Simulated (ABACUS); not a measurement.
## Energy of Nd along an even scaling of the cell

System: Nd (Im-3m, 1 atom in the cell).
Method: Kohn-Sham DFT of a periodic cell, PBE, PseudoDojo NC SR 0.4.1 PBE standard, lanthanides 3+ (f in core), spin-polarised (ABACUS 3.10.1).

The 7 runs differ only in the geometry, by an even scaling of the cell at fixed fractional positions. The structure derives from a Materials Project entry.

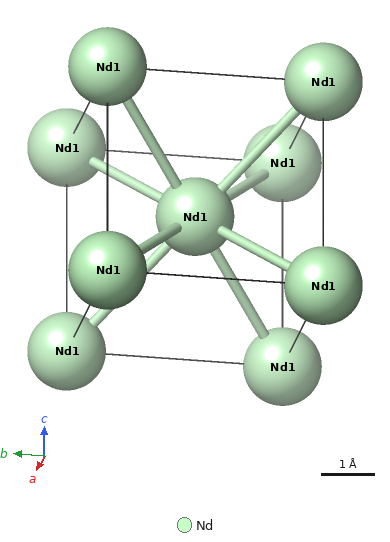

Figure 1. The structure of run 4 (ball-and-stick view of the cell 2 times as large as that of the calculation, set on its symmetry axes, seen at an oblique angle; atoms are numbered from 1 in the order of the input).

**Input file of run 4**
```
INPUT_PARAMETERS
suffix              Nd
calculation         scf
basis_type          lcao
pseudo_dir          ./
orbital_dir         ./
symmetry            1
dft_functional      pbe
ecutwfc             100
pseudo_rcut         10
nspin               2
nbands              10
ks_solver           genelpa
smearing_method     fd
smearing_sigma      0.00367493
scf_thr             1e-07
scf_nmax            100
mixing_type         broyden
mixing_beta         0.4
cal_force           1
cal_stress          1
out_mul             1
```

**File STRU of run 4**
```
ATOMIC_SPECIES
Nd 144.2420 Nd.upf

NUMERICAL_ORBITAL
Nd_confined-atom_8au_3s2p2d1f.orb

LATTICE_CONSTANT
1.8897261246

LATTICE_VECTORS
-2.0754700287 2.0754700287 2.0754700287
2.0754700287 -2.0754700287 2.0754700287
2.0754700287 2.0754700287 -2.0754700287

ATOMIC_POSITIONS
Direct

Nd
0.0
1
0.0000000000 0.0000000000 0.0000000000 1 1 1 mag 0
```

**File KPT of run 4**
```
K_POINTS
0
Gamma
9 9 9 0 0 0
```

Command:
```bash
OMP_NUM_THREADS=1 mpirun -np 4 abacus > log
```

Run 2 differs from it as follows:
```diff
--2.0754700287 2.0754700287 2.0754700287
-2.0754700287 -2.0754700287 2.0754700287
-2.0754700287 2.0754700287 -2.0754700287
+-2.0474196979 2.0474196979 2.0474196979
+2.0474196979 -2.0474196979 2.0474196979
+2.0474196979 2.0474196979 -2.0474196979
```

**Results, with one run withheld**

```tsv
run	volume per atom (Å³)	free energy per atom, from the lowest run given (meV)	pressure (GPa)
1	33.615	8.51	1.76
2	34.331	?	?
3	35.046	0.00	0.19
4	35.761	0.71	−0.50
5	36.476	4.40	−1.14
6	37.191	10.80	−1.72
7	37.907	19.70	−2.25
```

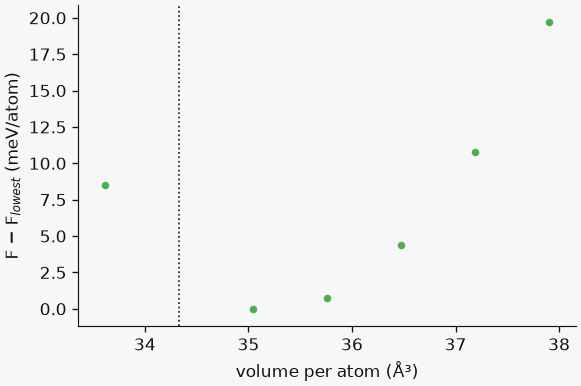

Figure 2. Free energy per atom of the runs given; the dotted line marks run 2.

Fit the runs given and predict run 2.

A cubic polynomial in V^(−2/3) (the Birch–Murnaghan form), fitted to the 6 runs given, misses them by at most 0.01 meV per atom. With x = V^(−2/3) − 0.09180 Å⁻², it reads F = 1.4266 − 2488.8 x + 1.009e+06 x² − 4.2303e+06 x³ (meV per atom). At run 2 it gives 2.49 meV per atom, and the run itself gives 2.51. The slope of the fit gives a pressure −dF/dV of 0.94 GPa there, and the run prints 0.94 GPa. The fit has its minimum at 35.235 Å³ per atom, where V d²F/dV² gives 34.8 GPa: the bulk modulus at this level, since symmetry fixes the shape and the positions.

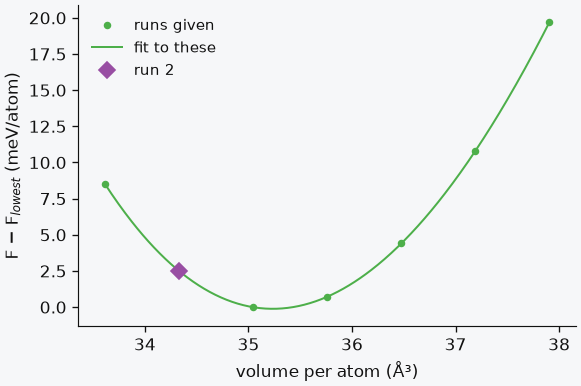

Figure 3. The fit and the withheld run.

**Some lines of the output (run 2)**
```
[...]
 E_Fermi        0.8099008310         11.0192661166
 E_Fermi        0.8101370629         11.0224802163
 E_Fermi        0.8101849654         11.0231319631
 E_Fermi        0.8101939494         11.0232541973
 E_Fermi        0.8101919696         11.0232272604
 E_Fermi        0.8101914163         11.0232197326
 E_Fermi        0.8101912236         11.0232171107
 E_Fermi        0.8101911366         11.0232159275
 E_KS(sigma->0) -76.4309095119       -1039.8958726841
 E_Fermi        0.8101911161         11.0232156478
 final etot is -1039.9054856 eV
 EFERMI = 11.023215648 eV
 TOTAL-PRESSURE: 9.428319 KBAR
 !FINAL_ETOT_IS -1039.9054855637459696 eV
```

Notes: Points of doubt noted for this run: f electrons in core; home made orbitals.
